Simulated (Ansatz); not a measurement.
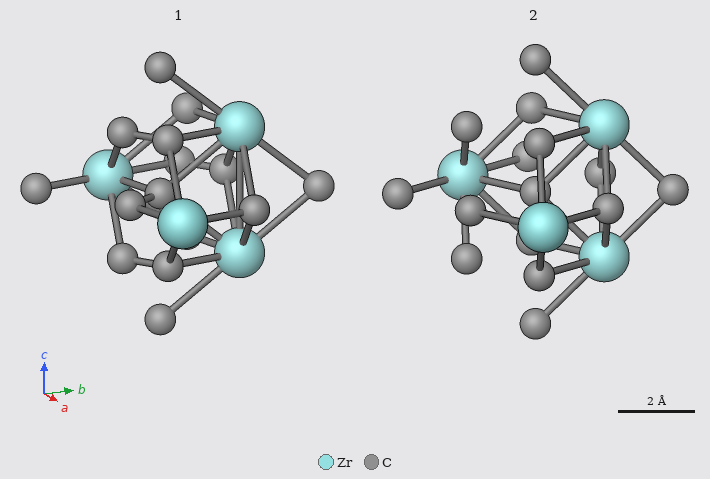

Two geometries of solid ZrC$_{4}$ (a generated structure, set up in I4/m) (coarse preliminary run), drawn at one scale. One is the start of a relaxation, the other its converged end. The picture is a ball-and-stick view of the atoms within 4.2 Å of the atom that moves most (axes of the conventional cell (2 times the calculation's cell)), seen slightly off an axis. Lengths and directions refer to the drawn axes.

Theory: DFT PBE, scalar-relativistic, plane waves, PAW (Ansatz 0.2.0). (plane-wave cutoff 420 eV; k-point mesh 6 × 6 × 6; occupations gaussian; smearing width 0.1 eV; no spin polarisation; cell and atoms relaxed; force threshold 0.04 eV/Å; at most 70 steps)

Question: Which one is relaxed?

Answer: Structure 1 is the relaxed one. The largest moves relative to the cell, 0.50 Å, are those of C atoms. Zr stays in place. Cell: a = b 5.756 → 5.365 Å (−6.8 %), c 3.611 → 3.447 Å (−4.5 %). Volume −17.1 %. Some distances before and after: C–C 2.574 → 1.439 Å, C–C 2.564 → 2.002 Å, C–Zr 2.574 → 2.348 Å, C–Zr 2.564 → 2.741 Å. New bonds form: C–C (2.57 → 1.44 Å). Bond angles that change, for instance: Zr–C–Zr 89.5° → 77.9°, Zr–C–Zr 120.1° → 109.7°. The space group stays I4/m (No. 87). After 13 accepted moves (16 points after the start) the energy has fallen by 5.756 eV per cell of the calculation. The largest force component goes from 0.61 to 0.023 eV/Å. The pressure goes from −26.60 to −0.27 GPa. The line search rejected the trial steps at points 8, 12 of the run. The SCF was repeated once at an unchanged geometry on a basis and grid sized afresh for the cell, which shifted the energy by 9.3 meV per cell of the calculation at most. Cost: 41 s on 1 thread of Intel(R) Xeon(R) Platinum 8488C (Sapphire Rapids) (shared host), peak memory 0.41 GiB.
